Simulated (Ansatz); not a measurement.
Geometry relaxation, with input and output: Ga8As7 (part 1 of 2)

Ga8As7 (15 atoms in the cell), computed with DFT PBE, scalar-relativistic, plane waves, PAW, no spin polarisation (Ansatz 0.2.0).

The structure was built on a prototype by a generator; it need not be a known phase. It belongs to a series of runs on one base structure; here: 1 of 8 As atoms taken out at random, relaxed further on a centred mesh.

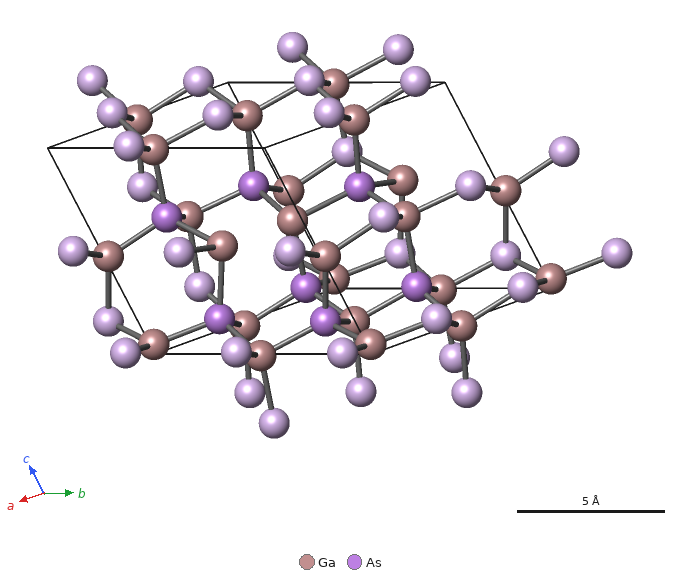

Figure 1. The structure as given in the input (ball-and-stick view of the reduced cell, seen at an oblique angle; neighbours outside the cell are drawn fainter). Near neighbours in the crystal (not all of them lie inside the picture): Ga has 3 As at 2.42 to 2.64 Å; Ga has 4 As at 2.45 to 2.51 Å; As has 4 Ga at 2.42 to 2.64 Å.

## Key numbers

| quantity | value |
| --- | --- |
| outcome | converged |
| space group (tolerance 0.01 Å) | Cm (8) → Imm2 (44) |
| electrons treated | 209 |
| free energy | −64260.0034 eV |
| Fermi energy | 7.168 eV |
| gap on the k-point mesh | none (metallic) |
| pressure | 0.01 GPa |
| final volume | 372.53 Å³ |
| largest force (length of the vector) at the end | 0.040 eV/Å |
| final cell | a = 8.076 Å, b = 8.076 Å, c = 8.153 Å, α = 59.69°, β = 59.69°, γ = 59.41° |
| hardware | 4 threads of Intel Xeon (Granite Rapids), 12 GiB of memory available, shared host |
| wall time | 66 s (CPU time 4.3 min) |
| peak memory | 1.5 GiB |

## The input
```yaml
crystal:
  lattice:
    - [-5.6497337702, -5.6924698655, -0.0092348856]
    - [0.0078133394, -5.6910483193, 5.6482728123]
    - [-5.7193840403, 0.0788851556, 5.7193446285]
  atoms:
    - { symbol: Ga, position: [0.980023599, 0.9806409757, 0.4803934874] }
    - { symbol: Ga, position: [0.4291058918, 0.0408001123, 0.511476083] }
    - { symbol: Ga, position: [0.0400572631, 0.4298615066, 0.5115555937] }
    - { symbol: Ga, position: [0.5112216306, 0.5121979626, 0.5044849281] }
    - { symbol: Ga, position: [0.9816821545, 0.9826295273, 0.0523218268] }
    - { symbol: Ga, position: [0.51546096, 0.9973440415, 0.9927793824] }
    - { symbol: Ga, position: [0.9962044281, 0.5163890688, 0.9929815498] }
    - { symbol: Ga, position: [0.5126459327, 0.5138009701, 0.9730310309] }
    - { symbol: As, position: [0.1336140955, 0.1345415823, 0.1165806368] }
    - { symbol: As, position: [0.6153587635, 0.1377282463, 0.1271501192] }
    - { symbol: As, position: [0.1366530353, 0.6162449857, 0.1273310544] }
    - { symbol: As, position: [0.6238908675, 0.6248340667, 0.1286451363] }
    - { symbol: As, position: [0.6147797216, 0.1342583295, 0.6213268238] }
    - { symbol: As, position: [0.1334418027, 0.6153172692, 0.6215776476] }
    - { symbol: As, position: [0.6479023564, 0.648191191, 0.6057801533] }
  symmetry: { detect: false }
basis:
  ecutwfc: 420
kpoints:
  mp_grid: { grid: [3, 3, 3] }
hamiltonian:
  xc: pbe
scf:
  occupations: { method: gaussian, width: 0.1 }
  lower_state_search: "off"
output:
  forces: true
  stress: true
  eigenvalues: true
relax:
  adjacent_minimum: "off"
  f_tol: 0.04
  max_steps: 25
  cell: { stress_tol: 0.3 }
```

Launch command:
```bash
ansatz run input.yaml --threads 4 --pin off --max-ram 9216MiB --backend cpu --events-out ev --progress --plain --runs-dir out
```

## Log
```
Engine: ansatz 0.2.0, x86_64-unknown-linux-gnu
Pseudopotentials: kind: paw
Pseudopotential: Ga, paw, valence charge 13, recommended cutoff 420 eV (normal), Ga.paw.azcp
Pseudopotential: As, paw, valence charge 15, recommended cutoff 420 eV (normal), As.paw.azcp
Functional definition: PBE
  parameter kappa = 0.804
  parameter beta = 0.06672455060314922
  exchange = pbe_x(kappa = kappa, mu = beta*pi^2/3)
  correlation = pbe_c(beta = beta)
Crystal: 15 atoms, lattice volume = 370.859 Å³
Basis set: ecut = 420 eV, 7275 PW (Γ), exchange–correlation on 108×108×120 points (8 copies of the dense FFT grid, shifted against one another)
Bands: 126, of which v1, the nominal top of the filled ones, is band 105 counted from 1 (104 counted from 0)
Symmetry: 1 space group operations
k-points: 14 of 27 (time reversal used)
Non-local potential: Ga, projectors of the file, l = 0: 2, l = 1: 2, l = 2: 3, l = 3: 1
Non-local potential: As, projectors of the file, l = 0: 2, l = 1: 2, l = 2: 3, l = 3: 1
PAW form: soft (Blöchl's): semilocal exchange-correlation on the pseudo side does not see the compensation charge
PAW one-centre angular grid: Ga, 590 points (default); XC on 64 Gauss nodes
PAW one-centre angular grid: As, 590 points (default); XC on 64 Gauss nodes
Initial density: superposition of atomic densities (neutral atoms: chi_scale 0, normalization atom), corrected by the library's trained network
Initial wavefunctions: pseudopotential atomic-orbital guess
Functional: x = pbe(κ = 0.804, μ = 0.2195149727645171), c = pbe(β = 0.06672455060314922)
SCF iter   1: F=—  HF=-64259.972608 eV  |F-HF|=—  |Δ(HF+E_count)|=         —  Δρ=2.09e-3  dr2=3.15e-2  ethr=1.77e-3  ⟨swp⟩=5.9  Hψ=6260  notcnv=0  defer=8
preconditioner: auto → Resta (q_TF=auto, 2.480 Å⁻¹)  ε∞=3.6  [insulator: Δε(μ)=0.254 eV  Ē_g=14.232 eV  σ=0.100 eV  W_gap=0.88  n_scr=104 (ndim 8)  ℏωp=22.7 eV  f_vac=0.086  D(μ)=1.14/eV (n_scr^D=0)  ε∞_Penn≈3.6]
SCF iter   2: F=—  HF=-64259.961514 eV  |F-HF|=—  |Δ(HF+E_count)|=   1.11e-2  Δρ=1.23e-3  dr2=7.28e-3  ethr=1.51e-5  ⟨swp⟩=2.0  Hψ=2923  notcnv=0  defer=16
SCF iter   3: F=—  HF=-64259.961372 eV  |F-HF|=—  |Δ(HF+E_count)|=   1.42e-4  Δρ=5.90e-4  dr2=1.71e-3  ethr=3.49e-6  ⟨swp⟩=2.0  Hψ=2538  notcnv=0  defer=16
SCF iter   4: F=—  HF=-64259.961219 eV  |F-HF|=—  |Δ(HF+E_count)|=   1.53e-4  Δρ=2.28e-4  dr2=3.13e-4  ethr=8.18e-7  ⟨swp⟩=2.0  Hψ=2532  notcnv=0  defer=16
SCF iter   5: F=—  HF=-64259.961398 eV  |F-HF|=—  |Δ(HF+E_count)|=   1.79e-4  Δρ=6.81e-5  dr2=2.43e-5  ethr=1.50e-7  ⟨swp⟩=2.0  Hψ=2674  notcnv=0  defer=16
SCF iter   6: F=—  HF=-64259.961382 eV  |F-HF|=—  |Δ(HF+E_count)|=   1.59e-5  Δρ=3.01e-5  dr2=4.41e-6  ethr=1.16e-8  ⟨swp⟩=2.0  Hψ=2674  notcnv=0  defer=16
SCF iter   7: F=—  HF=-64259.961382 eV  |F-HF|=—  |Δ(HF+E_count)|=   2.20e-7  Δρ=9.38e-6  dr2=4.08e-7  ethr=2.11e-9  ⟨swp⟩=2.0  Hψ=2672  notcnv=0  defer=16
SCF iter   8: F=—  HF=-64259.961382 eV  |F-HF|=—  |Δ(HF+E_count)|=   4.74e-7  Δρ=3.95e-6  dr2=5.36e-8  ethr=4.78e-11  ⟨swp⟩=8.9  Hψ=8636  notcnv=0
SCF iter   9: F=-64259.961382 eV  HF=-64259.961382 eV  |F-HF|=5.78e-9  |Δ(HF+E_count)|=   2.45e-8  Δρ=1.49e-6  dr2=9.84e-9  ethr=2.56e-11  ⟨swp⟩=4.4  Hψ=5943  notcnv=0
SCF 1 converged in 9 iterations: F = -64259.961382 eV  dr2 = 9.84e-9
  greatest PAW one-centre occupation: 0.999 electrons in one spin orbital (limit 2), on the As atom at site 14 (counted from 0), in its partial waves of l = 2
relax step   1: F+E_penalty+E_count = -64259.96138224 eV  Δ(F+E_penalty+E_count) = +0.000e0 eV  max|allowed force component| = 1.429e-1 eV/Å  Δτ_max = 0.0000 Å  P = +0.137 GPa  Ω = 370.859 Å³  (9 SCF iters, dr2 threshold 1.00e-7 eV, accepted)
Crystal: 15 atoms, lattice volume = 373.816 Å³
Basis set: ecut = 420 eV, 7357 PW (Γ), exchange–correlation on 108×108×120 points (8 copies of the dense FFT grid, shifted against one another)
Initial density: handed on by an earlier stage of this run
Initial wavefunctions: those handed on with the density
iter 1 solved again at ethr=1.15e-5 eV; its pass at ethr=3.10e-3 eV (dr2=2.41e-2 eV) is discarded
SCF iter   1: F=—  HF=-64259.995882 eV  |F-HF|=—  |Δ(HF+E_count)|=         —  Δρ=3.29e-3  dr2=2.45e-2  ethr=1.15e-5  ⟨swp⟩=2.3  Hψ=8038  notcnv=0
preconditioner: auto → Resta (q_TF=auto, 2.476 Å⁻¹)  ε∞=3.5  [insulator: Δε(μ)=0.264 eV  Ē_g=14.205 eV  σ=0.100 eV  W_gap=0.90  n_scr=108 (ndim 8)  ℏωp=22.6 eV  f_vac=0.090  D(μ)=1.14/eV (n_scr^D=0)  ε∞_Penn≈3.5]
SCF iter   2: F=—  HF=-64259.990525 eV  |F-HF|=—  |Δ(HF+E_count)|=   5.36e-3  Δρ=1.67e-3  dr2=6.42e-3  ethr=1.15e-5  ⟨swp⟩=2.3  Hψ=2602  notcnv=0
SCF iter   3: F=—  HF=-64259.989416 eV  |F-HF|=—  |Δ(HF+E_count)|=   1.11e-3  Δρ=2.42e-4  dr2=2.62e-4  ethr=3.07e-6  ⟨swp⟩=2.0  Hψ=2737  notcnv=0
SCF iter   4: F=—  HF=-64259.989364 eV  |F-HF|=—  |Δ(HF+E_count)|=   5.16e-5  Δρ=1.33e-4  dr2=6.45e-5  ethr=1.25e-7  ⟨swp⟩=2.0  Hψ=3227  notcnv=0
SCF iter   5: F=—  HF=-64259.989335 eV  |F-HF|=—  |Δ(HF+E_count)|=   2.93e-5  Δρ=4.02e-5  dr2=9.72e-6  ethr=3.09e-8  ⟨swp⟩=2.0  Hψ=2700  notcnv=0
SCF iter   6: F=-64259.989337 eV  HF=-64259.989338 eV  |F-HF|=9.20e-7  |Δ(HF+E_count)|=   2.62e-6  Δρ=1.62e-5  dr2=1.45e-6  ethr=7.18e-10  ⟨swp⟩=7.1  Hψ=8012  notcnv=0
SCF 2 converged in 6 iterations: F = -64259.989337 eV  dr2 = 1.45e-6
relax step   2: F+E_penalty+E_count = -64259.98933682 eV  Δ(F+E_penalty+E_count) = -2.795e-2 eV  max|allowed force component| = 1.041e-1 eV/Å  Δτ_max = 0.0637 Å  P = -0.051 GPa  Ω = 373.816 Å³  energy of the carried Pulay correction = -5.668e-4 eV  (6 SCF iters, dr2 threshold 1.50e-6 eV, accepted)
Crystal: 15 atoms, lattice volume = 372.968 Å³
Basis set: ecut = 420 eV, 7321 PW (Γ), exchange–correlation on 108×108×120 points (8 copies of the dense FFT grid, shifted against one another)
iter 1 solved again at ethr=1.08e-6 eV; its pass at ethr=3.10e-3 eV (dr2=2.25e-3 eV) is discarded
SCF iter   1: F=—  HF=-64259.999710 eV  |F-HF|=—  |Δ(HF+E_count)|=         —  Δρ=9.92e-4  dr2=2.44e-3  ethr=1.08e-6  ⟨swp⟩=2.0  Hψ=7319  notcnv=0
preconditioner: auto → Resta (q_TF=auto, 2.477 Å⁻¹)  ε∞=3.5  [insulator: Δε(μ)=0.274 eV  Ē_g=14.208 eV  σ=0.100 eV  W_gap=0.89  n_scr=108 (ndim 8)  ℏωp=22.7 eV  f_vac=0.087  D(μ)=1.08/eV (n_scr^D=0)  ε∞_Penn≈3.5]
SCF iter   2: F=—  HF=-64259.999191 eV  |F-HF|=—  |Δ(HF+E_count)|=   5.19e-4  Δρ=5.03e-4  dr2=5.77e-4  ethr=1.08e-6  ⟨swp⟩=2.0  Hψ=1951  notcnv=0
SCF iter   3: F=—  HF=-64259.999054 eV  |F-HF|=—  |Δ(HF+E_count)|=   1.37e-4  Δρ=8.81e-5  dr2=3.10e-5  ethr=2.76e-7  ⟨swp⟩=2.0  Hψ=2709  notcnv=0
SCF iter   4: F=—  HF=-64259.999048 eV  |F-HF|=—  |Δ(HF+E_count)|=   5.86e-6  Δρ=4.18e-5  dr2=6.31e-6  ethr=1.48e-8  ⟨swp⟩=2.0  Hψ=3129  notcnv=0
SCF iter   5: F=—  HF=-64259.999045 eV  |F-HF|=—  |Δ(HF+E_count)|=   3.04e-6  Δρ=1.31e-5  dr2=8.08e-7  ethr=3.02e-9  ⟨swp⟩=2.0  Hψ=2716  notcnv=0
SCF iter   6: F=-64259.999046 eV  HF=-64259.999046 eV  |F-HF|=2.52e-8  |Δ(HF+E_count)|=   3.27e-7  Δρ=4.07e-6  dr2=9.51e-8  ethr=3.24e-10  ⟨swp⟩=5.9  Hψ=7183  notcnv=0
SCF 3 converged in 6 iterations: F = -64259.999046 eV  dr2 = 9.51e-8
relax step   3: F+E_penalty+E_count = -64259.99904556 eV  Δ(F+E_penalty+E_count) = -9.709e-3 eV  max|allowed force component| = 4.616e-2 eV/Å  Δτ_max = 0.0161 Å  P = -0.025 GPa  Ω = 372.968 Å³  energy of the carried Pulay correction = -4.047e-4 eV  (6 SCF iters, dr2 threshold 6.77e-7 eV, accepted)
Crystal: 15 atoms, lattice volume = 373.449 Å³
Basis set: ecut = 420 eV, 7331 PW (Γ), exchange–correlation on 108×108×120 points (8 copies of the dense FFT grid, shifted against one another)
iter 1 solved again at ethr=1.59e-6 eV; its pass at ethr=3.10e-3 eV (dr2=3.31e-3 eV) is discarded
SCF iter   1: F=—  HF=-64260.000868 eV  |F-HF|=—  |Δ(HF+E_count)|=         —  Δρ=1.46e-3  dr2=3.36e-3  ethr=1.59e-6  ⟨swp⟩=2.7  Hψ=7055  notcnv=0
preconditioner: auto → Resta (q_TF=auto, 2.477 Å⁻¹)  ε∞=3.5  [insulator: Δε(μ)=0.264 eV  Ē_g=14.208 eV  σ=0.100 eV  W_gap=0.88  n_scr=108 (ndim 8)  ℏωp=22.7 eV  f_vac=0.088  D(μ)=1.07/eV (n_scr^D=0)  ε∞_Penn≈3.5]
SCF iter   2: F=—  HF=-64260.000138 eV  |F-HF|=—  |Δ(HF+E_count)|=   7.30e-4  Δρ=7.02e-4  dr2=6.75e-4  ethr=1.59e-6  ⟨swp⟩=2.0  Hψ=2601  notcnv=0
SCF iter   3: F=—  HF=-64260.000115 eV  |F-HF|=—  |Δ(HF+E_count)|=   2.26e-5  Δρ=9.96e-5  dr2=3.13e-5  ethr=3.23e-7  ⟨swp⟩=2.0  Hψ=2730  notcnv=0
SCF iter   4: F=—  HF=-64260.000094 eV  |F-HF|=—  |Δ(HF+E_count)|=   2.13e-5  Δρ=4.79e-5  dr2=7.89e-6  ethr=1.50e-8  ⟨swp⟩=2.0  Hψ=3129  notcnv=0
SCF iter   5: F=—  HF=-64260.000092 eV  |F-HF|=—  |Δ(HF+E_count)|=   2.31e-6  Δρ=1.77e-5  dr2=1.75e-6  ethr=3.77e-9  ⟨swp⟩=2.0  Hψ=2700  notcnv=0
SCF iter   6: F=—  HF=-64260.000092 eV  |F-HF|=—  |Δ(HF+E_count)|=   1.74e-7  Δρ=6.15e-6  dr2=1.69e-7  ethr=8.36e-10  ⟨swp⟩=2.0  Hψ=3129  notcnv=0
SCF iter   7: F=-64260.000092 eV  HF=-64260.000092 eV  |F-HF|=1.29e-8  |Δ(HF+E_count)|=   5.35e-8  Δρ=1.63e-6  dr2=1.84e-8  ethr=6.37e-11  ⟨swp⟩=4.4  Hψ=6353  notcnv=0
SCF 4 converged in 7 iterations: F = -64260.000092 eV  dr2 = 1.84e-8
relax step   4: F+E_penalty+E_count = -64260.00009180 eV  Δ(F+E_penalty+E_count) = -1.046e-3 eV  max|allowed force component| = 4.991e-2 eV/Å  Δτ_max = 0.0332 Å  P = -0.040 GPa  Ω = 373.449 Å³  energy of the carried Pulay correction = -4.967e-4 eV  (7 SCF iters, dr2 threshold 1.33e-7 eV, accepted)
Crystal: 15 atoms, lattice volume = 372.528 Å³
Basis set: ecut = 420 eV, 7311 PW (Γ), exchange–correlation on 108×108×120 points (8 copies of the dense FFT grid, shifted against one another)
iter 1 solved again at ethr=4.38e-6 eV; its pass at ethr=3.10e-3 eV (dr2=9.16e-3 eV) is discarded
SCF iter   1: F=—  HF=-64260.005409 eV  |F-HF|=—  |Δ(HF+E_count)|=         —  Δρ=2.30e-3  dr2=9.26e-3  ethr=4.38e-6  ⟨swp⟩=2.1  Hψ=6334  notcnv=0
preconditioner: auto → Resta (q_TF=auto, 2.478 Å⁻¹)  ε∞=3.5  [insulator: Δε(μ)=0.275 eV  Ē_g=14.217 eV  σ=0.100 eV  W_gap=0.88  n_scr=108 (ndim 8)  ℏωp=22.7 eV  f_vac=0.085  D(μ)=0.99/eV (n_scr^D=0)  ε∞_Penn≈3.5]
SCF iter   2: F=—  HF=-64260.003233 eV  |F-HF|=—  |Δ(HF+E_count)|=   2.18e-3  Δρ=1.08e-3  dr2=1.61e-3  ethr=4.38e-6  ⟨swp⟩=2.0  Hψ=2703  notcnv=0
SCF iter   3: F=—  HF=-64260.003127 eV  |F-HF|=—  |Δ(HF+E_count)|=   1.06e-4  Δρ=1.76e-4  dr2=7.91e-5  ethr=7.72e-7  ⟨swp⟩=2.0  Hψ=2736  notcnv=0
SCF iter   4: F=—  HF=-64260.003110 eV  |F-HF|=—  |Δ(HF+E_count)|=   1.72e-5  Δρ=7.79e-5  dr2=1.92e-5  ethr=3.79e-8  ⟨swp⟩=2.0  Hψ=3227  notcnv=0
SCF iter   5: F=—  HF=-64260.003109 eV  |F-HF|=—  |Δ(HF+E_count)|=   7.07e-7  Δρ=3.17e-5  dr2=4.48e-6  ethr=9.21e-9  ⟨swp⟩=2.0  Hψ=2708  notcnv=0
SCF iter   6: F=—  HF=-64260.003110 eV  |F-HF|=—  |Δ(HF+E_count)|=   6.96e-7  Δρ=1.01e-5  dr2=4.44e-7  ethr=2.15e-9  ⟨swp⟩=2.0  Hψ=3227  notcnv=0
SCF iter   7: F=-64260.003110 eV  HF=-64260.003110 eV  |F-HF|=1.14e-8  |Δ(HF+E_count)|=   9.97e-8  Δρ=2.82e-6  dr2=4.76e-8  ethr=7.45e-11  ⟨swp⟩=4.9  Hψ=6608  notcnv=0
SCF 5 converged in 7 iterations: F = -64260.003110 eV  dr2 = 4.76e-8
relax step   5: F+E_penalty+E_count = -64260.00310962 eV  Δ(F+E_penalty+E_count) = -3.018e-3 eV  max|allowed force component| = 3.867e-2 eV/Å  Δτ_max = 0.0629 Å  P = +0.006 GPa  Ω = 372.528 Å³  energy of the carried Pulay correction = -3.205e-4 eV  (7 SCF iters, dr2 threshold 1.56e-7 eV, accepted)
Initial wavefunctions: pseudopotential atomic-orbital guess (no wavefunctions were taken with the density)
iter 1 solved again at ethr=2.71e-7 eV; its pass at ethr=3.10e-3 eV (dr2=5.66e-4 eV) is discarded
SCF iter   1: F=—  HF=-64259.998766 eV  |F-HF|=—  |Δ(HF+E_count)|=         —  Δρ=2.22e-4  dr2=4.21e-6  ethr=2.71e-7  ⟨swp⟩=2.0  Hψ=9879  notcnv=0
preconditioner: auto → Resta (q_TF=auto, 2.478 Å⁻¹)  ε∞=3.5  [insulator: Δε(μ)=0.274 eV  Ē_g=14.214 eV  σ=0.100 eV  W_gap=0.88  n_scr=108 (ndim 8)  ℏωp=22.7 eV  f_vac=0.085  D(μ)=1.00/eV (n_scr^D=0)  ε∞_Penn≈3.5]
SCF iter   2: F=—  HF=-64260.002239 eV  |F-HF|=—  |Δ(HF+E_count)|=   3.47e-3  Δρ=1.12e-4  dr2=1.04e-6  ethr=2.02e-9  ⟨swp⟩=2.8  Hψ=2735  notcnv=0
SCF iter   3: F=—  HF=-64260.003426 eV  |F-HF|=—  |Δ(HF+E_count)|=   1.19e-3  Δρ=8.16e-6  dr2=4.05e-8  ethr=4.98e-10  ⟨swp⟩=2.0  Hψ=2575  notcnv=0
SCF iter   4: F=—  HF=-64260.003432 eV  |F-HF|=—  |Δ(HF+E_count)|=   5.45e-6  Δρ=1.66e-6  dr2=4.95e-9  ethr=2.58e-12  ⟨swp⟩=6.1  Hψ=7309  notcnv=0
SCF iter   5: F=-64260.003432 eV  HF=-64260.003432 eV  |F-HF|=6.78e-9  |Δ(HF+E_count)|=   1.14e-7  Δρ=4.96e-7  dr2=1.40e-9  ethr=2.37e-12  ⟨swp⟩=4.0  Hψ=5202  notcnv=0
SCF 6 converged in 5 iterations: F = -64260.003432 eV  dr2 = 1.40e-9
relax step   6: F+E_penalty+E_count = -64260.00343198 eV  Δ(F+E_penalty+E_count) = -3.224e-4 eV  max|allowed force component| = 3.867e-2 eV/Å  Δτ_max = 0.0000 Å  P = +0.006 GPa  Ω = 372.528 Å³  stress off target by 1.96e-2 GPa  SCF on the basis re-selected at this cell (its energy is not comparable with the rows above)  (5 SCF iters)
```

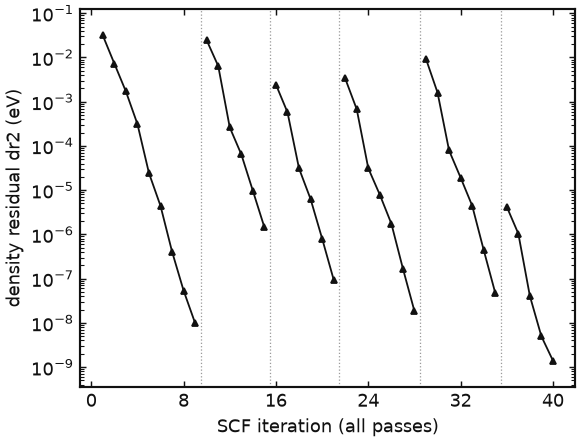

Figure 2. Convergence of the self-consistent field: density residual dr2 against the SCF iteration. The dotted lines part the SCF passes of the relaxation: geometry steps, rejected trials and re-solves on a re-selected basis. The 6 passes take 5 to 9 iterations each, 40 in all.

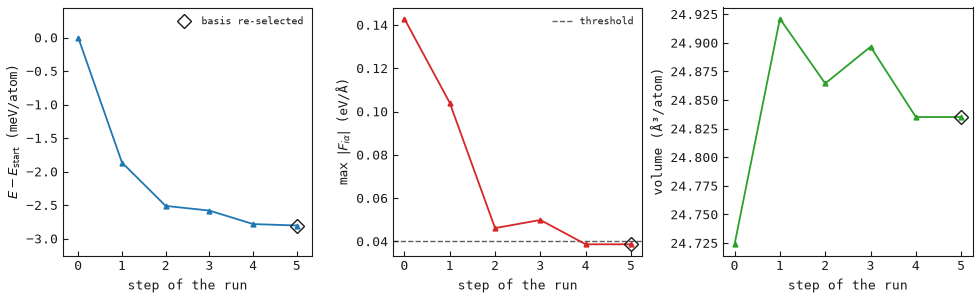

Figure 3. Progress of the relaxation, step by step (the first geometry is step 0 here and step 1 in the log).

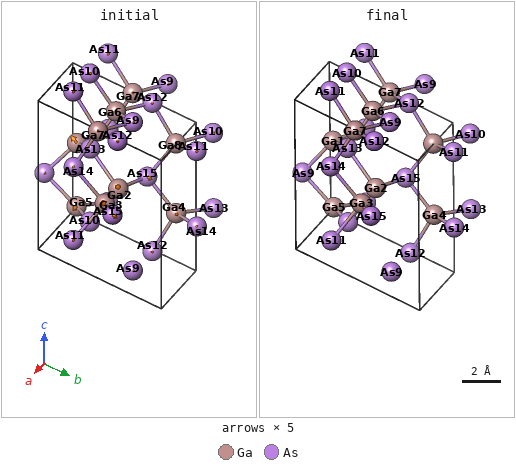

Figure 4. Before (left) and after (right) the relaxation, at one scale (ball-and-stick view of the reduced cell, with bonded neighbours outside it, seen slightly off an axis). The orange arrows give the displacements (without the part carried along by the change of the cell), magnified 5 times. The largest move relative to the cell is that of Ga1, 0.11 Å. Largest moves by element: Ga 0.11 Å, As 0.07 Å. The drawn cell changes as follows: a 8.001 → 8.004 Å (0.0 %), b 8.018 → 8.076 Å (+0.7 %), c 8.089 → 8.153 Å (+0.8 %), α 119.4° → 120.3°, γ 119.9° → 119.7°; the volume changes by +0.5 %. Among the contacts that change: Ga2–As15 2.642 → 2.603 Å, Ga2–As10 2.596 → 2.577 Å, Ga8–As12 2.484 → 2.501 Å, Ga1–As9 2.472 → 2.456 Å. Among the angles that change: Ga1–As9–Ga5 89.1° → 94.7°, Ga2–As15–Ga3 135.5° → 131.3°, As13–Ga2–As15 94.5° → 98.3°. The space group (tolerance 0.01 Å) goes from Cm (No. 8) to Imm2 (No. 44). The energy falls by 2.8 meV per atom in 4 geometry steps. Largest force component: 0.14 eV/Å at the start, 0.039 eV/Å at the end. The pressure goes from 0.14 to 0.01 GPa. A last SCF at the same geometry on a re-selected plane-wave basis shifts the energy by next to nothing (0.0 meV per atom). (Atoms are counted from 1 in the order of the input.)

```
basis re-selected at this cell: Δ(F+E_penalty+E_count) = -3.224e-4 eV, ΔP = +0.000 GPa vs the last step (what re-selecting the basis moved, of the pressure what is left beyond the Pulay correction that the steps carried, after the strain that the cell walked since its last selection, with what the two solves' SCF thresholds leave and, on support functions, any second-order correction that the steps lacked; it is no measure of the basis error at this ecutwfc). This SCF's stress stands 1.96e-2 GPa from its target on what of the cell is left free (relax.cell.stress_tol is 3.00e-1 GPa) and its largest allowed force component is 3.87e-2 eV/Å (relax.f_tol is 4.00e-2 eV/Å): within both
SCF converged after 5 iterations
Free energy (F): -64260.003432 eV
Harris-Foulkes:  -64260.003432 eV  (|F-HF|=6.78e-9)
Internal energy: -64259.998451 eV  (E = F + TS)
E sigma→0 (E₀):  -64260.000942 eV
Entropy (-TS):   -0.004981 eV (-0.332 meV/atom)
Fermi energy:    7.167819 eV
```
